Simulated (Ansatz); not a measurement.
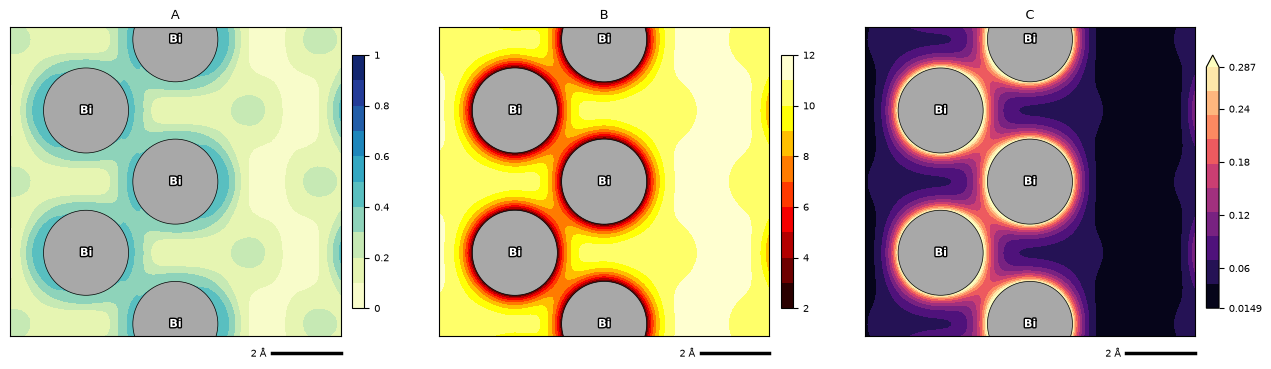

Bi: 3 fields on the (100) plane of the conventional cell, with unlabelled colour scales. Grey discs cover the atomic cores.

Space group I4/mcm; a structure from a database of computed crystals, not necessarily the ambient phase.

The calculation used Kohn-Sham DFT of a periodic cell, PBEsol, JTH PAW in Ansatz 0.2.0.

```yaml
crystal:
  lattice:
    - [8.89950, 0.00000, 0.00000]
    - [0.00000, 8.89950, 0.00000]
    - [0.00000, 0.00000, 4.13126]
  atoms:
    - { symbol: Bi, position: [0.35434, 0.14566, 0.50000] }
    - { symbol: Bi, position: [0.85434, 0.64566, 0.00000] }
    - { symbol: Bi, position: [0.14566, 0.35434, 0.00000] }
    - { symbol: Bi, position: [0.64566, 0.85434, 0.50000] }
    - { symbol: Bi, position: [0.64566, 0.14566, 0.00000] }
    - { symbol: Bi, position: [0.14566, 0.64566, 0.50000] }
    - { symbol: Bi, position: [0.35434, 0.85434, 0.00000] }
    - { symbol: Bi, position: [0.85434, 0.35434, 0.50000] }
```

### Which field does each panel show? The fields are: electron localisation function, electrostatic potential energy of an electron and valence pseudo-density.

Panel A: electron localisation function. Panel B: electrostatic potential energy of an electron (low next to the atoms, rising into the space between them). Panel C: valence pseudo-density. From the grid: Bi–Bi (3.31 Å): ρ at the midpoint is about 0.19 e/Å³; the ELF is about 0.35 at the midpoint.
